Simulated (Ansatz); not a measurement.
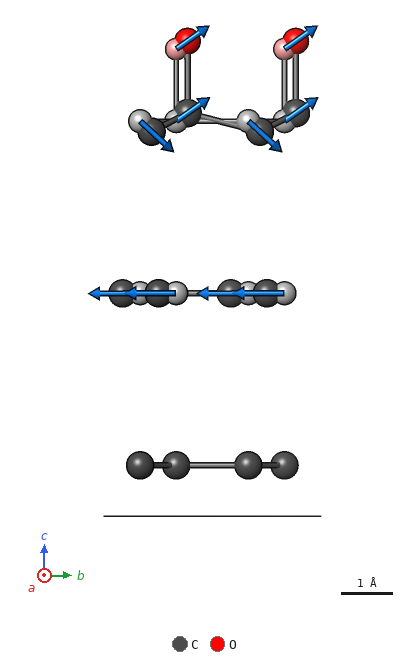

A constrained relaxation of a slab of composition C$_{6}$O (cut from the Fmmm phase). The starting structure is drawn faded, the final one solid; blue arrows show the displacements, 3 times their true length.

A ball-and-stick model of the 3 × 2 repeat of the cell, outlined in the plane, without the vacuum, seen along the a axis.

Case: O put at a top C site. The slab is the (0 0 1) face of C with O on it. 2 atoms are held fixed.

All numbers below come from DFT PBE+D3(BJ), scalar-relativistic, plane waves, PAW in Ansatz.

Input file:
```yaml
crystal:
  lattice:
    - [2.4656258796, 0.0, 0.0]
    - [-1.2328129398, 2.1341717713, 0.0]
    - [0.0, 0.0, 25.7842703304]
  atoms:
    - { symbol: C, position: [0.6666996624, 0.3333993247, 0.3296583495] }
    - { symbol: C, position: [0.3333003376, 0.6666006753, 0.3296583495] }
    - { symbol: C, position: [0.1666996624, 0.3333993247, 0.4612166648] }
    - { symbol: C, position: [0.8333003376, 0.6666006753, 0.4612166648] }
    - { symbol: C, position: [0.6666996624, 0.3333993247, 0.59277498] }
    - { symbol: C, position: [0.3333003376, 0.6666006753, 0.59277498] }
    - { symbol: O, position: [0.3333003376, 0.6666006753, 0.6478473161], spin: 2.0 }
basis:
  ecutwfc: 420
kpoints:
  mp_grid: { grid: [12, 12, 1] }
hamiltonian:
  xc: pbe
  dispersion: d3bj
scf:
  occupations: { method: gaussian, width: 0.05 }
output:
  forces: true
  eigenvalues: true
  populations: true
  write_density: true
  write_potential: true
  elf: true
  volumetric_format: npy
magnetization:
  spin_polarized: true
relax:
  adjacent_minimum: "off"
  f_tol: 0.03
  max_steps: 70
  constraints: [{ sites: [0, 1] }]
efield:
  axis: 3
  dipole_correction: true
  ramp_width: 0.04
```

Run as
```bash
ansatz run input.yaml --threads 1 --pin off --max-ram 2560MiB --backend cpu --events-out ev --progress --plain --runs-dir out
```

Q: What did the optimiser do to the structure, and how much energy did it gain?

A: After 9 accepted moves (11 points after the start) the energy has fallen by 0.657 eV per cell of the calculation. Largest force component: 3.2 eV/Å at the start, 0.016 eV/Å at the end. The line search rejected the trial step at point 3 of the run. 1 step only repeated the SCF at the same geometry. The forces were under the threshold at step 7, but the run went on from there. The largest moves, 0.35 Å, are those of C3 and C4. C3 goes within the plane. Largest moves by element: C 0.35 Å, O 0.27 Å. The cell stays as it was. Some distances before and after: C5–C6 1.423 → 1.470 Å. Among the angles between lasting bonds that change: C5–C6–O7 90.0° → 104.6°, C5–C6–O7 90.0° → 104.4°, C6–C5–C6 120.0° → 114.0°. The program noted that the starting moments weren't kept. The run took 8.5 min on 1 thread of Intel(R) Xeon(R) Platinum 8259CL CPU @ 2.50GHz (Skylake/Cascade Lake) (shared host), peak memory 0.58 GiB.

Limits of the set-up: the periodic images lie only 2.5 Å apart, so the values are limited by the cell's size.
